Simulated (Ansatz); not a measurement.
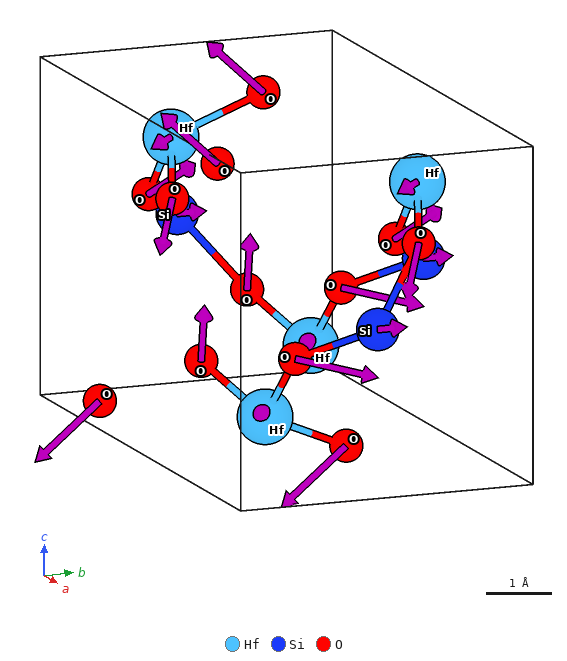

This is a relaxation of a crystal of Hf2SiO6 (a generated structure, set up in C2) (coarse preliminary run). The starting structure is drawn; purple arrows show the displacements (the part carried along by the change of the cell is left out), 3 times their true length.

The picture is a ball-and-stick view of the conventional cell (2 times the calculation's cell), seen slightly off an axis. Lengths and directions refer to the drawn axes.

Method: Ansatz, DFT PBE, scalar-relativistic, plane waves, PAW. Settings: plane-wave cutoff 420 eV; k-point mesh 6 × 6 × 4; occupations gaussian; smearing width 0.1 eV; no spin polarisation; cell and atoms relaxed; force threshold 0.04 eV/Å; at most 70 steps.

Which element moves most?

Answer. Oxygen: up to 0.47 Å, against 0.17 Å for silicon.

What did the optimiser do to the structure, and how much energy did it gain?

Answer. The largest moves relative to the cell, 0.47 Å, are those of O atoms. By element the largest moves are O 0.47 Å, Si 0.17 Å, Hf 0.14 Å. Cell: a 8.392 → 9.751 Å (+16.2 %), b 4.845 → 6.000 Å (+23.8 %), c 5.354 → 6.386 Å (+19.3 %), β 90.0° → 90.9°. Volume +71.6 %. Among the contacts that change: Hf–Hf 3.020 → 3.775 Å, Hf–O 1.589 → 1.948 Å, O–Si 1.593 → 1.636 Å. Among the angles between lasting bonds that change: Hf–O–Si 143.3° → 160.2°, Hf–O–Si 143.3° → 155.4°, Hf–O–Hf 143.3° → 151.3°. The space group stays C2 (No. 5). Over 18 accepted moves (21 points after the start) the energy falls by 2982 meV per atom. Largest force component: 19 eV/Å at the start, 0.0091 eV/Å at the end. The pressure goes from 156.26 to 0.10 GPa. The SCF was repeated 3 times at an unchanged geometry on a basis and grid sized afresh for the cell, which shifted the energy by 59.6 meV per atom at most. The run took 14 min on 1 thread of Intel(R) Xeon(R) Processor @ 2.70GHz (shared host), peak memory 0.67 GiB.
